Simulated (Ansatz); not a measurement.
**Geometry relaxation of Ga$_{5}$N (part 2 of 2)**

The same run, continued: Ga$_{5}$N (F-43m, 6 atoms in the cell); DFT PBE, scalar-relativistic, plane waves, PAW, no spin polarisation (Ansatz 0.2.0); cutoff 420 eV, 8×8×8 k-mesh, Gaussian smearing of 0.1 eV. The structure was made by a generator, so it may or may not be a known phase.

Geometry of the input (Å; fractional positions):
```
0.0000  4.1421  4.1421
4.1421  0.0000  4.1421
4.1421  4.1421  0.0000
Ga 0.6370  0.0889  0.6370
Ga 0.6370  0.6370  0.6370
Ga 0.0889  0.6370  0.6370
Ga 0.6370  0.6370  0.0889
Ga 0.0000  0.0000  0.0000
N  0.5000  0.5000  0.5000
```

Output, continued
```
--- Per-component energies (eV) ---
  E_band       = -443.789801
  E_kinetic    = 699.226206
  E_local      = -11643.030037  (includes V_loc(G=0)·N_el)
  E_nonlocal   = 2161.043562
  E_hartree    = 5377.009565
  E_xc         = -402.680059
  E_vxc        = -361.278711  (∫ρ·V_xc dr)
  E_paw        = -10058.640890  (= ΣΔE_a)
  E_vpaw       = -2053.769322  (= ΣTr[D̂ρ^β])
  E_aug_tail   = -0.000487  (compensation charges beyond the density's cutoff)
  E_ewald      = -5429.961844
  E_smearing   = -0.013545  (= −TS)
  E_closure    = 0.000000  (closes the sum)
  Σ components = -19297.047529   (vs F -19297.047529, Δ=0.00e0)
--- Forces (eV/Å), atoms counted from 1 ---
  atom   1  Ga    -0.00220184     0.00220184    -0.00220184
  atom   2  Ga     0.00220184     0.00220184     0.00220184
  atom   3  Ga     0.00220184    -0.00220184    -0.00220184
  atom   4  Ga    -0.00220184    -0.00220184     0.00220184
  atom   5  Ga     0.00000000    -0.00000000    -0.00000000
  atom   6  N      0.00000000    -0.00000000    -0.00000000
  max |Σ_I F_I| component: 5.41e-16 eV/Å
--- Stress (GPa, compression-positive) ---
        0.000092      -0.000000      -0.000000
       -0.000000       0.000092       0.000000
       -0.000000       0.000000       0.000092
  P = ⅓ Tr σ = 0.0001 GPa (0.001 kbar)
--- Band table (eV; the first three rows and the last of 29) ---
  k-point 0: bands = ["-11.0430", "-9.3094", "-9.3094", "-9.3094", "-9.2444", "-9.2444", "-9.1576", "-9.1576", "-9.1576", "-9.0387", "-9.0387", "-9.0387", "-9.0130", "-9.0130", "-8.9933", "-8.9933", "-8.9933", "-8.8765", "-8.8765", "-8.8697", "-8.8697", "-8.8697", "-8.8453", "-8.8453", "-8.8453", "-8.1124", "-2.8871", "-0.0819", "-0.0819", "-0.0819", "1.8561", "3.1820", "3.1820", "3.1820", "6.3576", "6.3576", "6.5599", "6.5599", "6.5599", "7.6721", "10.5466", "10.5466"]
  k-point 1: bands = ["-11.0282", "-9.3096", "-9.3014", "-9.3014", "-9.2403", "-9.2403", "-9.1581", "-9.1556", "-9.1556", "-9.0411", "-9.0411", "-9.0388", "-9.0297", "-9.0155", "-9.0155", "-8.9943", "-8.9943", "-8.8771", "-8.8771", "-8.8710", "-8.8697", "-8.8697", "-8.8539", "-8.8539", "-8.8453", "-8.0847", "-2.9006", "-0.1141", "-0.1141", "-0.0674", "1.5734", "3.2333", "3.2333", "3.5180", "6.0407", "6.0407", "6.3352", "7.0371", "7.0371", "8.2699", "10.1488", "10.6465"]
  k-point 2: bands = ["-10.9908", "-9.3111", "-9.2836", "-9.2836", "-9.2255", "-9.2255", "-9.1603", "-9.1499", "-9.1499", "-9.1127", "-9.0482", "-9.0482", "-9.0389", "-9.0218", "-9.0218", "-8.9984", "-8.9984", "-8.8873", "-8.8873", "-8.8721", "-8.8711", "-8.8711", "-8.8652", "-8.8652", "-8.8453", "-8.0239", "-2.9308", "-0.1868", "-0.1868", "-0.1098", "1.3077", "3.3207", "3.3207", "3.7865", "5.9426", "5.9426", "6.5201", "7.5729", "7.5729", "9.1744", "9.6648", "10.9024"]
  k-point 28: bands = ["-10.8921", "-9.4062", "-9.2413", "-9.2201", "-9.1892", "-9.1863", "-9.1690", "-9.1521", "-9.1382", "-9.1309", "-9.0831", "-9.0712", "-9.0591", "-9.0512", "-9.0441", "-9.0185", "-9.0008", "-8.9249", "-8.9070", "-8.9031", "-8.8772", "-8.8753", "-8.8689", "-8.8678", "-8.8658", "-7.8996", "-2.8627", "-1.0144", "-0.7140", "0.8772", "1.1855", "2.0360", "4.1017", "5.3258", "5.7224", "6.5153", "6.6366", "8.7380", "8.7991", "9.2605", "9.5345", "9.9273"]
--- Relaxed structure (3 steps of the walk, 3 accepted, 1 SCFs on fresh bases) ---
  F+E_penalty+E_count = -19297.04752929 eV   max|allowed force component| = 2.202e-3 eV/Å   (the final SCF, on the basis selected at the relaxed cell)
  cell:  # Å, volume = 141.6779 Å³
    - [5.095372032895584e-35, 4.137684091427791, 4.137684091427791]
    - [4.137684091427791, -3.210084380724222e-33, 4.137684091427791]
    - [4.137684091427791, 4.137684091427791, -2.3438711351319716e-33]
  atoms:
    - { symbol: Ga, position: [0.6370094069621753, 0.08897177911347387, 0.6370094069621755] }
    - { symbol: Ga, position: [0.6370094069621753, 0.6370094069621753, 0.6370094069621753] }
    - { symbol: Ga, position: [0.08897177911347387, 0.6370094069621753, 0.6370094069621755] }
    - { symbol: Ga, position: [0.6370094069621753, 0.6370094069621753, 0.08897177911347387] }
    - { symbol: Ga, position: [-2.1812700523113264e-21, 1.635952539233697e-21, 2.181270052310881e-21] }
    - { symbol: N, position: [0.5, 0.5, 0.5] }
```

Trajectory as extended XYZ (Å, eV, eV/Å), 4 frames, from step=1 to step=4
```
6
Lattice="0.0000 4.1421 4.1421 4.1421 0.0000 4.1421 4.1421 4.1421 0.0000" Properties=species:S:1:pos:R:3:forces:R:3 step=1 energy=-19297.04735 pressure_GPa=-0.14
Ga    3.0070    5.2772    3.0070    0.0061  -0.0061   0.0061
Ga    5.2772    5.2772    5.2772   -0.0061  -0.0061  -0.0061
Ga    5.2772    3.0070    3.0070   -0.0061   0.0061   0.0061
Ga    3.0070    3.0070    5.2772    0.0061   0.0061  -0.0061
Ga    0.0000    0.0000    0.0000    0.0000   0.0000   0.0000
N     4.1421    4.1421    4.1421    0.0000   0.0000   0.0000
6
Lattice="0.0000 4.1397 4.1397 4.1397 0.0000 4.1397 4.1397 4.1397 0.0000" Properties=species:S:1:pos:R:3:forces:R:3 step=2 energy=-19297.04766 pressure_GPa=-0.06
Ga    3.0051    5.2742    3.0051    0.0050  -0.0050   0.0050
Ga    5.2742    5.2742    5.2742   -0.0050  -0.0050  -0.0050
Ga    5.2742    3.0051    3.0051   -0.0050   0.0050   0.0050
Ga    3.0051    3.0051    5.2742    0.0050   0.0050  -0.0050
Ga    0.0000    0.0000    0.0000    0.0000   0.0000   0.0000
N     4.1397    4.1397    4.1397    0.0000   0.0000   0.0000
6
Lattice="0.0000 4.1377 4.1377 4.1377 0.0000 4.1377 4.1377 4.1377 0.0000" Properties=species:S:1:pos:R:3:forces:R:3 step=3 energy=-19297.04783 pressure_GPa=0.00
Ga    3.0039    5.2715    3.0039   -0.0022   0.0022  -0.0022
Ga    5.2715    5.2715    5.2715    0.0022   0.0022   0.0022
Ga    5.2715    3.0039    3.0039    0.0022  -0.0022  -0.0022
Ga    3.0039    3.0039    5.2715   -0.0022  -0.0022   0.0022
Ga    0.0000    0.0000    0.0000    0.0000   0.0000   0.0000
N     4.1377    4.1377    4.1377    0.0000   0.0000   0.0000
6
Lattice="0.0000 4.1377 4.1377 4.1377 0.0000 4.1377 4.1377 4.1377 0.0000" Properties=species:S:1:pos:R:3:forces:R:3 step=4 energy=-19297.04753 pressure_GPa=0.00
Ga    3.0039    5.2715    3.0039   -0.0022   0.0022  -0.0022
Ga    5.2715    5.2715    5.2715    0.0022   0.0022   0.0022
Ga    5.2715    3.0039    3.0039    0.0022  -0.0022  -0.0022
Ga    3.0039    3.0039    5.2715   -0.0022  -0.0022   0.0022
Ga    0.0000    0.0000    0.0000    0.0000   0.0000   0.0000
N     4.1377    4.1377    4.1377    0.0000   0.0000   0.0000
```

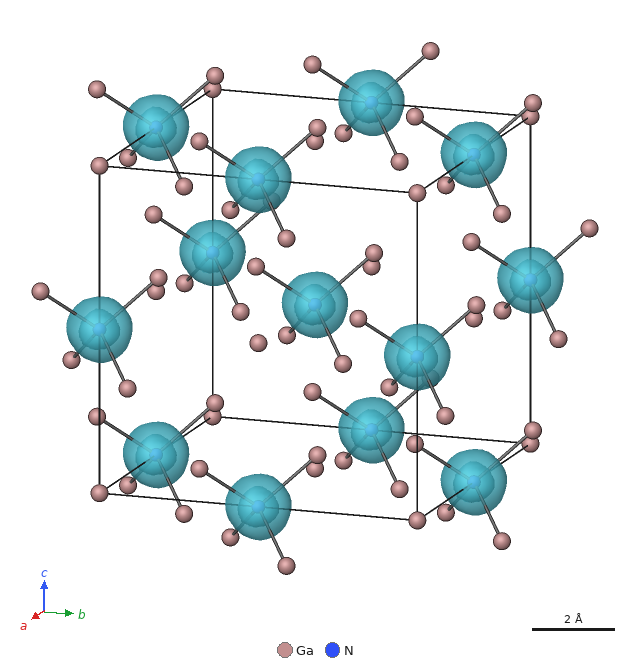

**Figure 1.** Isosurface of the electron localisation function at 0.75 (cyan), seen slightly off an axis. Only the valence region is drawn (cores and ρ < 0.01 e/Å³ removed). Sticks mark near contacts. The outline is the cell set on symmetry axes. Along the contacts the grid gives the following. Ga–N (1.96 Å): the ELF is about 0.45 at the midpoint. Core electrons are frozen (PAW), so the fields are smoothed inside the atomic spheres.

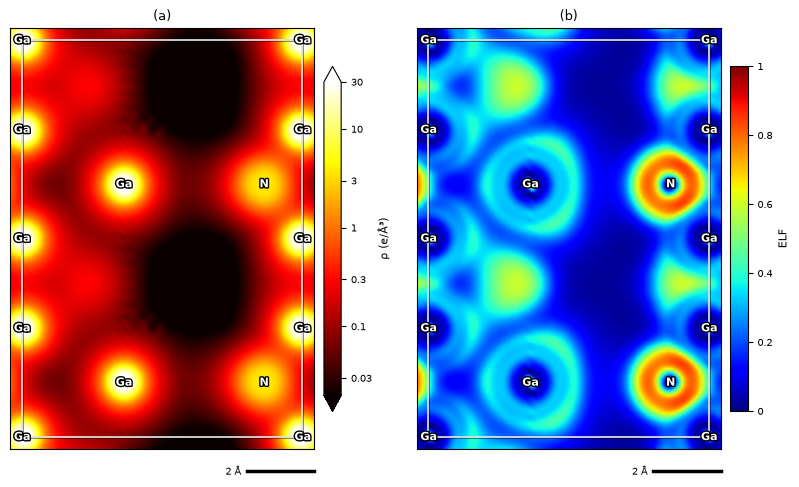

**Figure 2.** (a) valence electron density; (b) ELF on the (011) plane of the conventional cell. The section cuts through Ga and N sites. Ga–N (1.96 Å): ρ at the midpoint is about 0.71 e/Å³; the ELF is about 0.45 at the midpoint. Away from the nuclei the density in this plane falls to 0.006 e/Å³ at its lowest.

Results in brief

```tsv
quantity	value
outcome	converged
space group (tolerance 0.01 Å)	F-43m (216)
electrons treated	70
free energy	−19297.0475 eV
Fermi energy	6.057 eV
gap on the k-point mesh	none (metallic)
pressure	0.00 GPa
final volume	141.68 Å³
largest force (length of the vector) at the end	0.004 eV/Å
final cell	a = 5.852 Å, b = 5.852 Å, c = 5.852 Å, α = 60.00°, β = 60.00°, γ = 60.00°
wall time	2.2 min
peak memory	0.46 GiB
```
